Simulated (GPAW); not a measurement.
Consider zinc-blende (ZnSe)1-x(BeSe)x, x = 0.125.

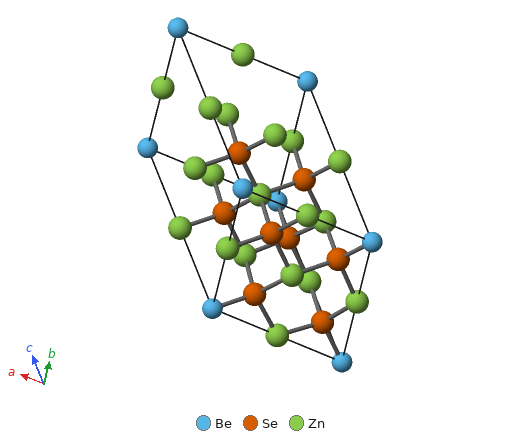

The structure (beryllium blue, selenium orange, zinc green). Bonds to atoms that aren't drawn are left out. Some periodic images of atoms are drawn too.

```xyz
16
Lattice="0.0000 5.6019 5.6019 5.6019 0.0000 5.6019 5.6019 5.6019 0.0000" Properties=species:S:1:pos:R:3 pbc="T T T"
Be    5.5991   11.1959    5.6068
Se    1.3340    1.3267    1.3389
Zn    2.8066    2.7983    0.0212
Se    4.2689    4.2679    1.3476
Zn    8.4083    5.6005    2.8098
Se    4.2649    1.3336    4.2809
Zn    5.5983    2.8008    2.8185
Se    7.0089    4.2000    4.2157
Zn   11.2002    8.3932    8.3962
Se    1.3274    4.2625    4.2685
Zn    8.3910    5.5985    8.4058
Se    4.1948    7.0006    4.2033
Zn    2.7984    2.8077    5.6047
Se    4.2074    4.2085    7.0002
Zn    5.6056    5.6098    5.5970
Se    6.9973    7.0087    7.0061
```

Absorber: atom 2, with 1 Be at 2.31 Å, 2 Zn at 2.46 Å and 1 Zn at 2.47 Å (distorted tetrahedral). Method: GPAW, LDA, excited-electron core hole (neutral cell), 16-atom cell with 7.9 Å between holes, 4×4×4 k points, dipole transitions, Gaussian full width 2.33 eV up to 4 eV, rising linearly to 3.5 eV at 25 eV.

Q: Where do the maxima of the Se K edge fall?

Main maxima up to 28 eV above the zero (height): 4.6 eV (1.52), 15.2 eV (0.88), 22.8 eV (0.88) and 27.0 eV (0.94). A K edge sees empty p states on the absorber. 

The Se K spectrum (energy from the bottom of the conduction band, which holds the excited electron; intensity scaled to a mean of 1 over the first 20 eV):

```csv
E (eV),intensity
-2.0,0.00
-0.5,0.06
1.0,0.54
2.5,1.24
4.0,1.49
5.5,1.49
7.0,1.48
8.5,1.21
10.0,0.82
11.5,0.64
13.0,0.78
14.5,0.87
16.0,0.87
17.5,0.86
19.0,0.82
20.5,0.79
22.0,0.86
23.5,0.87
25.0,0.86
26.5,0.93
28.0,0.90
```

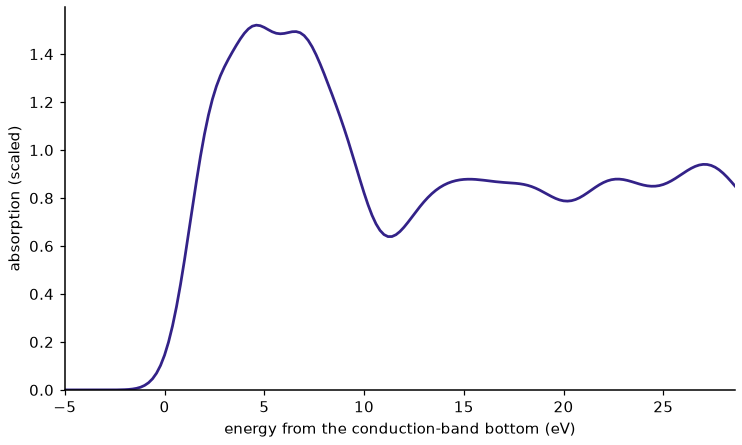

The Se K edge.

The script folds with a Gaussian, whereas the core hole's own line is a Lorentzian, so the onset is too steep and the first peak too high.

[Banner, clock and machine lines of the logs are left out without a mark of their own.]

[Logs are printed without paths, hosts, clocks, repeated set-up lines and the standing remarks that a program may print on its own settings, such as how far it seeks lower states.]

[Hosts, paths, dates, database ids (printed as entryN), source tags and the programs' standing remarks are cut or masked in the printed files.]

[Lists of maxima count a maximum above −3 eV only where it reaches 4 % of the highest in the window and stands out from its surroundings by 2 % of it (1.5 % where it reaches 55 %); shoulders and weaker maxima are passed over, and of the rest the first, up to two pre-edge ones and the few strongest are named.]
